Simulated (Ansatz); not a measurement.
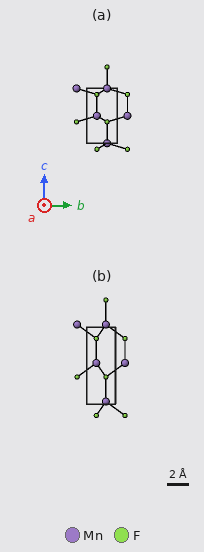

The structure of a crystal of MnF (a generated structure, set up in P6_3mc) (coarse preliminary run) before (top) and after (bottom) a relaxation, at one scale.

A ball-and-stick model of the cell of the calculation, seen along the a axis.

Case: O → F on all its sites, cell and atoms relaxed.

All numbers below come from DFT r2SCAN+U, scalar-relativistic, plane waves, PAW in Ansatz.

Input
```yaml
crystal:
  lattice:
    - [3.3654074233, 0.0, 0.0]
    - [-1.6827037116, 2.9145283226, 0.0]
    - [0.0, 0.0, 5.2347430213]
  atoms:
    - { symbol: Mn, position: [0.3333333333, 0.6666666667, -0.0018230057], spin: 4.42 }
    - { symbol: Mn, position: [0.6666666667, 0.3333333333, 0.4981769943], spin: 4.42 }
    - { symbol: F, position: [0.3333333333, 0.6666666667, 0.3882530057] }
    - { symbol: F, position: [0.6666666667, 0.3333333333, 0.8882530057] }
basis:
  ecutwfc: 500
kpoints:
  mp_grid: { grid: [6, 6, 4] }
hamiltonian:
  xc: r2scan
  hubbard: { sites: [{ species: Mn, l: d, u_eff: 3.9 }] }
scf:
  occupations: { method: gaussian, width: 0.1 }
output:
  forces: true
  stress: true
  eigenvalues: true
  populations: true
magnetization:
  spin_polarized: true
relax:
  adjacent_minimum: "off"
  f_tol: 0.05
  max_steps: 60
  cell: { stress_tol: 0.5 }
```

Launched with:
```bash
ansatz run input.yaml --threads 1 --pin off --max-ram 2560MiB --backend cpu --events-out ev --progress --plain --runs-dir out
```

### Summarise the run.

Over 13 accepted moves (16 points after the start) the energy falls by 1.578 eV per cell of the calculation. The largest force component goes from 0.048 to 0.0078 eV/Å. Pressure: 28.46 GPa at the start and 0.16 GPa at the end. The SCF was repeated 3 times at an unchanged geometry on a basis and grid sized afresh for the cell, which shifted the energy by 27.7 meV per cell of the calculation at most. The largest moves relative to the cell, 0.26 Å, are those of Mn1, Mn2, F3 and F4. F3 goes along −c. Largest moves by element: F 0.26 Å, Mn 0.26 Å. The volume changes by +24.2 %, with a = b 3.365 → 3.166 Å (−5.9 %), c 5.235 → 7.349 Å (+40.4 %). Among the contacts that change: Mn1–F3 2.042 → 2.337 Å, Mn1–F4 2.026 → 2.265 Å. Bond angles that change, for instance: Mn1–F4–Mn1 112.3° → 88.7°, F4–Mn1–F4 112.3° → 88.7°, F3–Mn1–F4 106.5° → 126.2°. The space group stays P6_3mc (No. 186). Cost: 110 s on 1 thread of AMD EPYC 9R45 96-Core Processor (Zen 5) (shared host), peak memory 0.61 GiB.
